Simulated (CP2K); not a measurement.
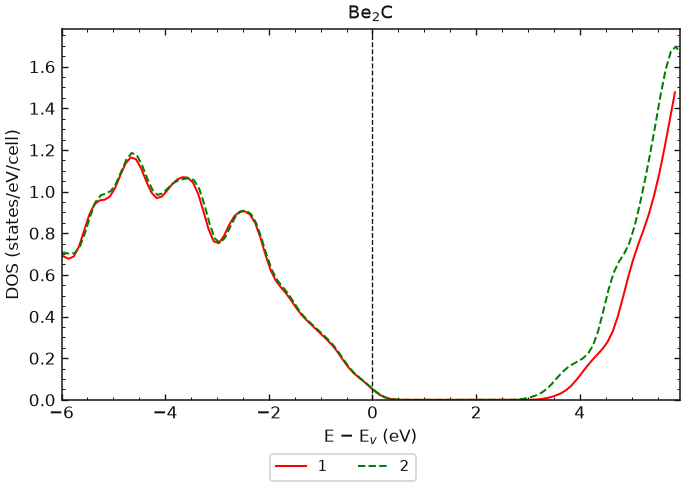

Total densities of states of antifluorite-type Be$_{2}$C, space group Fm-3m, 3 atoms in the primitive cell (cubic a = 4.330 Å), by two methods on the same cell. The DOS curves are built from the levels of the k mesh with Gaussians 0.55 eV wide, which also blur the band edges; ripples of that width can come from the mesh. Each is counted from its own valence-band top.

Q: Which curve is which? The methods: LDA, TB-mBJ.

A: 1 is TB-mBJ; 2 is LDA. TB-mBJ gives a gap of 3.68 eV and LDA gives a gap of 3.25 eV.

Settings. TB-mBJ: POTENTIAL_UZH C GTH-PBE-q4, Be GTH-PBE-q4; TZVP-MOLOPT-PBE-GTH basis, no spin polarisation, no spin-orbit coupling, 11×11×11 k mesh, Fermi-Dirac smearing of 0.01 eV (CP2K). LDA: GTH_POTENTIALS C GTH-PADE-q4, Be GTH-PADE-q4; TZVP-MOLOPT-PBE-GTH basis, no spin polarisation, no spin-orbit coupling, 11×11×11 k mesh, Fermi-Dirac smearing of 0.026 eV (CP2K).

Gaps are the smallest over all k points computed. The basis of atomic orbitals isn't converged, which shifts gaps and empty levels. LDA, GGA and most meta-GGA functionals understate gaps. TB-mBJ: this is a model potential without an energy functional, so only levels have meaning. TB-mBJ: the potentials were made for another functional.
